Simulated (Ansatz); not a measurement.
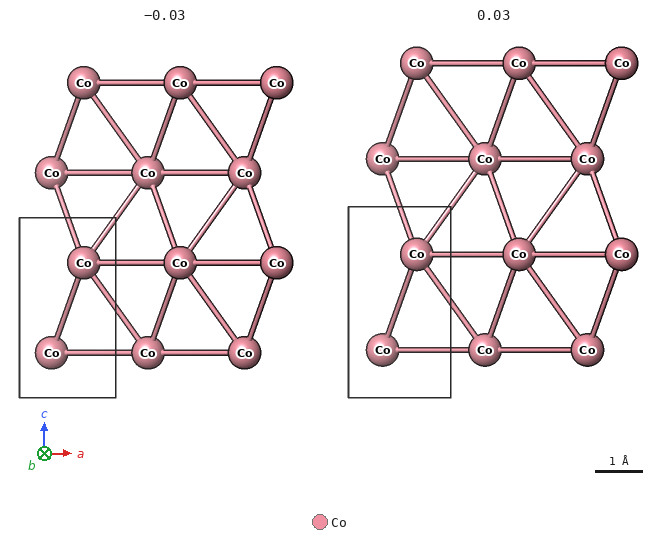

Crystalline Co (set up in P6_3/mmc), under equal strain along all axes (cell held, atoms fixed by symmetry), with energies (extrapolated to zero smearing) counted from the relaxed crystal, which is the row at zero. The picture shows the first and the last member. A ball-and-stick model of the cell of the calculation, repeated 3 × 1 × 2 with one cell outlined, seen along the b axis.

Computed with Ansatz 0.2.0: DFT PBEsol, scalar-relativistic, plane waves, PAW. (plane-wave cutoff 420 eV; k-point mesh 24 × 24 × 14; occupations gaussian; smearing width 0.1 eV; collinear spin)

```tsv
strain	energy (meV/atom)	a (Å)	c (Å)
−0.03	71.10	2.383	3.851
−0.02	30.08	2.407	3.890
−0.01	7.15	2.432	3.930
0.0	0.00	2.456	3.970
0.01	?	?	?
0.02	26.19	2.506	4.049
0.03	57.26	2.530	4.089
```

Q: One row is withheld. What does the calculation give there?

A: A parabola through three neighbouring rows (0.0, 0.02, 0.03) gives, with Lagrange weights, (0.3333)(0.00) + (1.0000)(26.19) + (−0.3333)(57.26) = 7.11 meV/atom. The calculation gives 6.71 meV/atom (a = 2.481 Å, c = 4.009 Å). The estimate is 0.40 meV/atom too high. From the first member to the last: Co–Co 2.383 → 2.530 Å, Co–Co 2.366 → 2.513 Å.

The whole series:

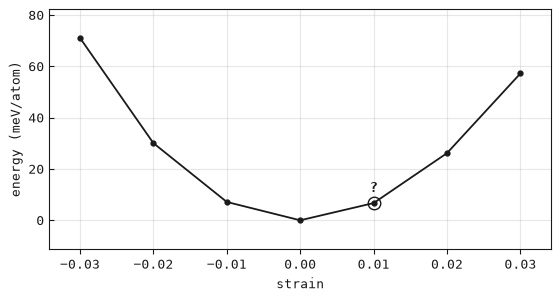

The cells carry a magnetic moment (3.1 to 3.4 μB per cell in all, first to last member); only the order that this cell allows was tried.
